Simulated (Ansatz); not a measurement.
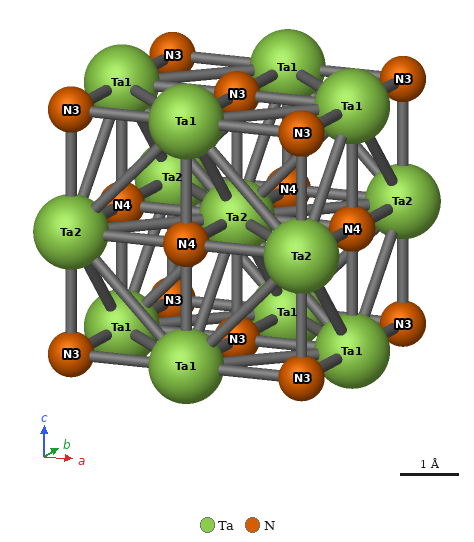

**Figure 1.** The structure (ball-and-stick view of the cell 2 times as large as that of the calculation, set on its symmetry axes, seen slightly off an axis; atoms are numbered from 1 in the order of the input). An atom can appear more than once, as a periodic image. Near neighbours in the periodic cell (some may lie outside the picture): Ta has 6 N at 2.20 Å and 12 Ta at 3.11 Å; N has 6 Ta at 2.20 Å.

## TaN: a changed input and its effect

System: TaN (Fm-3m, 4 atoms in the cell).
Method of the first run: DFT r2SCAN, scalar-relativistic, plane waves, PAW, no spin polarisation (Ansatz 0.2.0).

The structure derives from an entry of the Crystallography Open Database. Text and figures count atoms from 1; the logs count them from 0 in places.

## The input, the first run
```yaml
crystal:
  lattice:
    - [2.1982663156, 2.1982663156, 0.0]
    - [-2.1982663156, 2.1982663156, 0.0]
    - [0.0, 0.0, 4.3965326312]
  atoms:
    - { symbol: Ta, position: [0.5, 0.5, 0.0] }
    - { symbol: Ta, position: [0.0, 0.0, 0.5] }
    - { symbol: "N", position: [0.0, 0.0, 0.0] }
    - { symbol: "N", position: [0.5, 0.5, 0.5] }
basis:
  ecutwfc: 500
kpoints:
  mp_grid: { grid: [16, 16, 12] }
hamiltonian:
  xc: r2scan
scf:
  occupations: { method: gaussian, width: 0.1 }
output:
  forces: true
  stress: true
  eigenvalues: true
```

Launched with:
```bash
ansatz run input.yaml --threads 1 --pin off --max-ram 2560MiB --backend cpu --events-out ev --progress --plain --runs-dir out
```

Hardware: 1 thread of Intel Xeon (Granite Rapids), 16 GiB of memory available, shared host.

## Output, shortened to warnings, some set-up lines, iterations and results (the first run)
```
Basis set: ecut = 500 eV, 1061 PW (Γ), exchange–correlation on 96×96×144 points (64 copies of the dense FFT grid, shifted against one another)
Symmetry: 32 space group operations
k-points: 315 of 3072
Initial density: superposition of atomic densities (neutral atoms: chi_scale 0, normalization atom), corrected by the library's trained network
[...]
SCF iter   1: F=—  HF=-20661.965709 eV  |F-HF|=—  |Δ(HF+E_count)|=         —  Δρ=7.30e-3  dr2=7.29e-3  dr2_τ=2.66e-1  ethr=1.77e-3  ⟨swp⟩=5.7  Hψ=68862  notcnv=0  defer=22
SCF iter   2: F=—  HF=-20662.108947 eV  |F-HF|=—  |Δ(HF+E_count)|=   1.43e-1  Δρ=6.27e-3  dr2=1.09e-2  dr2_τ=6.20e-4  ethr=2.03e-5  ⟨swp⟩=2.0  Hψ=17581  notcnv=0  defer=715
SCF iter   3: F=—  HF=-20662.109296 eV  |F-HF|=—  |Δ(HF+E_count)|=   3.49e-4  Δρ=3.94e-3  dr2=3.41e-3  dr2_τ=3.25e-4  ethr=2.03e-5  ⟨swp⟩=2.2  Hψ=9667  notcnv=0  defer=715
SCF iter   4: F=—  HF=-20662.110574 eV  |F-HF|=—  |Δ(HF+E_count)|=   1.28e-3  Δρ=1.33e-3  dr2=6.68e-4  dr2_τ=5.48e-5  ethr=9.46e-6  ⟨swp⟩=2.0  Hψ=10602  notcnv=0  defer=715
SCF iter   5: F=—  HF=-20662.110502 eV  |F-HF|=—  |Δ(HF+E_count)|=   7.12e-5  Δρ=3.47e-4  dr2=4.81e-5  dr2_τ=1.44e-6  ethr=1.86e-6  ⟨swp⟩=2.1  Hψ=9745  notcnv=0  defer=715
SCF iter   6: F=—  HF=-20662.110497 eV  |F-HF|=—  |Δ(HF+E_count)|=   5.06e-6  Δρ=4.39e-5  dr2=7.71e-7  dr2_τ=1.54e-8  ethr=1.34e-7  ⟨swp⟩=2.0  Hψ=10266  notcnv=0  defer=715
SCF iter   7: F=-20662.110498 eV  HF=-20662.110498 eV  |F-HF|=3.64e-11  |Δ(HF+E_count)|=   5.09e-7  Δρ=1.02e-5  dr2=4.27e-8  dr2_τ=3.50e-9  ethr=2.78e-10  ⟨swp⟩=8.4  Hψ=39723 …
SCF 1 converged in 7 iterations: F = -20662.110498 eV  dr2 = 4.27e-8
SCF converged after 7 iterations
Free energy (F): -20662.110498 eV
Harris-Foulkes:  -20662.110498 eV  (|F-HF|=3.64e-11)
Internal energy: -20662.100901 eV  (E = F + TS)
E sigma→0 (E₀):  -20662.105700 eV
Entropy (-TS):   -0.009597 eV (-2.399 meV/atom)
Fermi energy:    21.785231 eV
--- Per-component energies (eV) ---
  E_band       = -119.279271
  E_kinetic    = 1006.252793
  E_local      = -1167.481072  (includes V_loc(G=0)·N_el)
  E_nonlocal   = 119.404657
  E_hartree    = 394.744082
  E_xc         = -531.673046
  E_vxc        = -617.517724  (∫ρ·V_xc dr)
  E_paw        = -17104.596103  (= ΣΔE_a)
  E_vpaw       = -281.342235  (= ΣTr[D̂ρ^β])
  E_aug_tail   = 0.000165  (compensation charges beyond the density's cutoff)
  E_vtau       = 31.919298  (kinetic-family band-sum trace: ∫τ·v_τ [+ j·A + Jᵃ·Aᵃ] dr)
  E_ewald      = -3377.180687
  E_core_change = -1.571690  (= ΣΔE_core)
  E_smearing   = -0.009597  (= −TS)
  E_closure    = 0.000000  (closes the sum)
  Σ components = -20662.110498   (vs F -20662.110498, Δ=0.00e0)
--- Forces (eV/Å), atoms counted from 1 ---
  atom   1  Ta    -0.00000000    -0.00000000     0.00000000
  atom   2  Ta    -0.00000000     0.00000000    -0.00000000
  atom   3  N     -0.00000000    -0.00000000     0.00000000
  atom   4  N      0.00000000    -0.00000000    -0.00000000
  max |Σ_I F_I| component: 4.44e-30 eV/Å
--- Stress (GPa, compression-positive) ---
       -0.090727       0.000000       0.000000
        0.000000      -0.090727       0.000000
        0.000000       0.000000       0.101890
  P = ⅓ Tr σ = -0.0265 GPa (-0.265 kbar)
```

The input of the second run differs as follows (lines with − go, lines with + come):
```diff
-    - [2.1982663156, 2.1982663156, 0.0]
-    - [-2.1982663156, 2.1982663156, 0.0]
-    - [0.0, 0.0, 4.3965326312]
+    - [2.2312403103, 2.2312403103, 0.0]
+    - [-2.2312403103, 2.2312403103, 0.0]
+    - [0.0, 0.0, 4.4624806206]
```

What does this change do to the results?

With the same functional and potentials, the second run lies 22.5 meV per atom higher. The pressure goes from −0.03 to −14.25 GPa. The volume per atom goes from 10.62 to 11.11 Å³. The cell is scaled evenly with the atoms at fixed fractional positions, so −ΔP/Δ ln V estimates the bulk modulus midway between the two volumes: about 320 GPa. The SCF takes 9 iterations against 7. The plane waves at Γ go from 1061 to 1125.

## Output, shortened to warnings, some set-up lines, iterations and results (the second run)
```
Basis set: ecut = 500 eV, 1125 PW (Γ), exchange–correlation on 96×96×144 points (64 copies of the dense FFT grid, shifted against one another)
Symmetry: 32 space group operations
k-points: 315 of 3072
Initial density: superposition of atomic densities (neutral atoms: chi_scale 0, normalization atom), corrected by the library's trained network
[...]
SCF iter   1: F=—  HF=-20661.890817 eV  |F-HF|=—  |Δ(HF+E_count)|=         —  Δρ=7.56e-3  dr2=9.83e-3  dr2_τ=2.32e-1  ethr=1.77e-3  ⟨swp⟩=5.6  Hψ=68442  notcnv=0  defer=15
SCF iter   2: F=—  HF=-20662.018748 eV  |F-HF|=—  |Δ(HF+E_count)|=   1.28e-1  Δρ=6.29e-3  dr2=1.15e-2  dr2_τ=5.97e-4  ethr=2.73e-5  ⟨swp⟩=2.0  Hψ=17562  notcnv=0  defer=706
SCF iter   3: F=—  HF=-20662.019051 eV  |F-HF|=—  |Δ(HF+E_count)|=   3.03e-4  Δρ=4.49e-3  dr2=4.86e-3  dr2_τ=3.75e-4  ethr=2.73e-5  ⟨swp⟩=1.0  Hψ=7484  notcnv=0  defer=706
SCF iter   4: F=—  HF=-20662.020292 eV  |F-HF|=—  |Δ(HF+E_count)|=   1.24e-3  Δρ=1.55e-3  dr2=3.98e-4  dr2_τ=5.39e-5  ethr=1.35e-5  ⟨swp⟩=2.0  Hψ=10275  notcnv=0  defer=706
SCF iter   5: F=—  HF=-20662.020513 eV  |F-HF|=—  |Δ(HF+E_count)|=   2.21e-4  Δρ=6.74e-4  dr2=2.26e-4  dr2_τ=1.45e-5  ethr=1.11e-6  ⟨swp⟩=2.7  Hψ=12893  notcnv=0  defer=706
SCF iter   6: F=—  HF=-20662.020477 eV  |F-HF|=—  |Δ(HF+E_count)|=   3.64e-5  Δρ=1.89e-4  dr2=1.75e-5  dr2_τ=9.50e-7  ethr=6.27e-7  ⟨swp⟩=2.1  Hψ=9501  notcnv=0  defer=706
SCF iter   7: F=—  HF=-20662.020476 eV  |F-HF|=—  |Δ(HF+E_count)|=   9.20e-7  Δρ=4.22e-5  dr2=9.02e-7  dr2_τ=5.15e-8  ethr=4.85e-8  ⟨swp⟩=2.1  Hψ=9927  notcnv=0  defer=706
SCF iter   8: F=—  HF=-20662.020476 eV  |F-HF|=—  |Δ(HF+E_count)|=   2.12e-8  Δρ=1.96e-5  dr2=1.90e-7  dr2_τ=1.08e-8  ethr=2.51e-9  ⟨swp⟩=2.3  Hψ=10233  notcnv=0  defer=706
SCF iter   9: F=-20662.020476 eV  HF=-20662.020476 eV  |F-HF|=6.26e-9  |Δ(HF+E_count)|=   2.73e-9  Δρ=5.02e-6  dr2=1.24e-8  dr2_τ=6.76e-10  ethr=2.78e-10  ⟨swp⟩=9.5  Hψ=31056 …
SCF 1 converged in 9 iterations: F = -20662.020476 eV  dr2 = 1.24e-8
SCF converged after 9 iterations
Free energy (F): -20662.020476 eV
Harris-Foulkes:  -20662.020476 eV  (|F-HF|=6.26e-9)
Internal energy: -20662.010449 eV  (E = F + TS)
E sigma→0 (E₀):  -20662.015463 eV
Entropy (-TS):   -0.010027 eV (-2.507 meV/atom)
Fermi energy:    20.754875 eV
--- Per-component energies (eV) ---
  E_band       = -152.635146
  E_kinetic    = 999.609270
  E_local      = -1227.916351  (includes V_loc(G=0)·N_el)
  E_nonlocal   = 118.083311
  E_hartree    = 410.241034
  E_xc         = -529.653924
  E_vxc        = -614.661590  (∫ρ·V_xc dr)
  E_paw        = -17103.530654  (= ΣΔE_a)
  E_vpaw       = -280.036873  (= ΣTr[D̂ρ^β])
  E_aug_tail   = 0.000167  (compensation charges beyond the density's cutoff)
  E_vtau       = 31.803407  (kinetic-family band-sum trace: ∫τ·v_τ [+ j·A + Jᵃ·Aᵃ] dr)
  E_ewald      = -3327.271613
  E_core_change = -1.571690  (= ΣΔE_core)
  E_smearing   = -0.010027  (= −TS)
  E_closure    = -0.000000  (closes the sum)
  Σ components = -20662.020476   (vs F -20662.020476, Δ=0.00e0)
--- Forces (eV/Å), atoms counted from 1 ---
  atom   1  Ta    -0.00000000    -0.00000000     0.00000000
  atom   2  Ta     0.00000000     0.00000000    -0.00000000
  atom   3  N      0.00000000     0.00000000     0.00000000
  atom   4  N      0.00000000     0.00000000     0.00000000
  max |Σ_I F_I| component: 3.55e-30 eV/Å
--- Stress (GPa, compression-positive) ---
      -14.306054       0.000000       0.000000
        0.000000     -14.306054       0.000000
        0.000000       0.000000     -14.137281
  P = ⅓ Tr σ = -14.2498 GPa (-142.498 kbar)
```

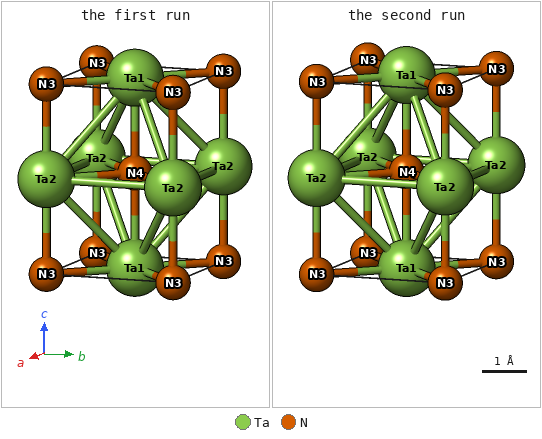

**Figure 2.** The two input geometries at one scale (ball-and-stick view of the cell of the calculation, seen slightly off an axis). No atom moves by more than 0.005 Å relative to the cell. The volume changes by +4.6 %, with a = b 3.109 → 3.155 Å (+1.5 %), c 4.397 → 4.462 Å (+1.5 %). Among the contacts that change: Ta1–Ta1 3.109 → 3.155 Å, Ta1–N3 2.198 → 2.231 Å.

## The two runs side by side

```tsv
quantity	the first run	the second run
outcome	converged	converged
free energy per atom (eV)	−5165.5276	−5165.5051
energy per atom, smearing taken to zero (eV)	−5165.5264	−5165.5039
gap on the mesh (eV)	0.00	0.00
pressure (GPa)	−0.03	−14.25
volume per atom (Å³)	10.62	11.11
largest force (eV/Å)	0.000	0.000
SCF iterations	7	9
irreducible k-points	315	315
plane waves at Γ	1061	1125
wall time (shared host)	20 s	21 s
```

For both runs: Spin–orbit coupling is left out, which matters for Ta. For the second run: The cell is under a tension of 14.2 GPa at this level, so it is not at its equilibrium volume.
